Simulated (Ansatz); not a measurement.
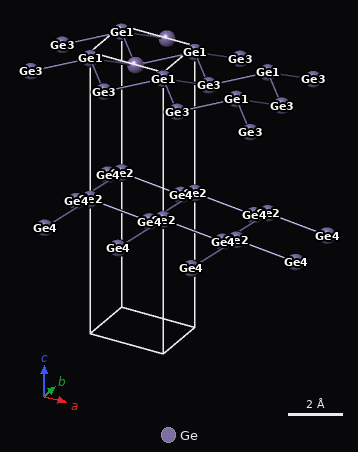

Starting structure of solid Ge (set up in P6_3mc). The picture is a ball-and-stick view of the cell of the calculation, repeated 2 × 1 × 1 with one cell outlined, seen slightly off an axis.

The calculation used Ansatz 0.2.0, DFT PBEsol, scalar-relativistic, plane waves, PAW.

Input file:
```yaml
crystal:
  lattice:
    - [4.0504045371, 0.0, 0.0]
    - [-2.0252022686, 3.5077532247, 0.0]
    - [0.0, 0.0, 10.993359]
  atoms:
    - { symbol: Ge, position: [0.0, 0.0, 0.977452] }
    - { symbol: Ge, position: [0.0, 0.0, 0.477452] }
    - { symbol: Ge, position: [0.33333333, 0.66666667, 0.914848] }
    - { symbol: Ge, position: [0.66666667, 0.33333333, 0.414848] }
basis:
  ecutwfc: 420
kpoints:
  mp_grid: { grid: [12, 12, 4] }
hamiltonian:
  xc: pbesol
scf:
  occupations: { method: gaussian, width: 0.1 }
output:
  forces: true
  stress: true
  eigenvalues: true
  write_density: true
  write_potential: true
  elf: true
  volumetric_format: npy
relax:
  adjacent_minimum: "off"
  f_tol: 0.005
  max_steps: 80
  cell: { stress_tol: 0.05 }
```

Launched with:
```bash
ansatz run input.yaml --threads 2 --pin off --max-ram 5120MiB --backend cpu --events-out ev --progress --plain --runs-dir out
```

> Predict the outcome.

The largest moves relative to the cell, 0.58 Å, are those of Ge1, Ge2, Ge3 and Ge4. Ge4 goes along −c. Cell: a = b 4.050 → 3.837 Å (−5.3 %), c 10.993 → 6.150 Å (−44.1 %). Volume −49.8 %. Among the contacts that change: Ge1–Ge4 5.347 → 2.696 Å, Ge1–Ge3 2.438 → 2.697 Å. New bonds form, among them: Ge1–Ge4 (5.35 → 2.70 Å), Ge2–Ge3 (5.35 → 2.70 Å). Among the angles between lasting bonds that change: Ge3–Ge1–Ge3 112.4° → 90.7°. The space group (tolerance 0.01 Å) goes from P6_3mc (No. 186) to P6_3/mmc (No. 194). The energy falls by 354 meV per atom in 18 accepted moves (19 points after the start). Largest force component: 0.17 eV/Å at the start, 0.00036 eV/Å at the end. The pressure goes from −1.56 to −0.01 GPa. At 1 point the geometry stayed and the basis and grid were re-selected for the new cell (energy shift of 1.1 meV per atom at most each time).

History of the run:

```tsv
step	E − E(0), meV/atom	largest force component, eV/Å	pressure, GPa	volume, Å³/atom	note
0	0.00	0.1688	-1.56	39.048	
1	-9.32	0.1140	-0.46	37.492	
2	-12.46	0.0070	0.05	36.414	
3	-18.06	0.1363	0.49	34.389	
4	-27.84	0.1987	0.66	32.430	
5	-43.45	0.2353	0.62	30.600	
6	-68.79	0.2004	-0.24	29.092	
7	-96.90	0.2910	0.07	27.113	
8	-130.84	0.4112	0.42	25.236	
9	-171.67	0.6238	1.02	23.395	
10	-209.90	0.7397	2.72	21.599	
11	-267.39	0.3182	-0.36	21.364	
12	-302.46	0.2854	-1.41	20.912	
13	-335.90	0.2868	2.72	19.186	
14	-351.62	0.0458	1.18	19.208	
15	-353.92	0.0051	-1.09	19.909	
16	-354.94	0.0028	0.28	19.542	
17	-355.03	0.0013	0.02	19.596	
18	-355.03	0.0004	0.00	19.604	
19	-353.90	0.0004	-0.01	19.604	same geometry, new basis
```

The end point in the same view:

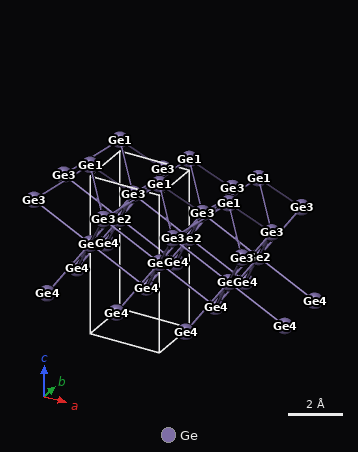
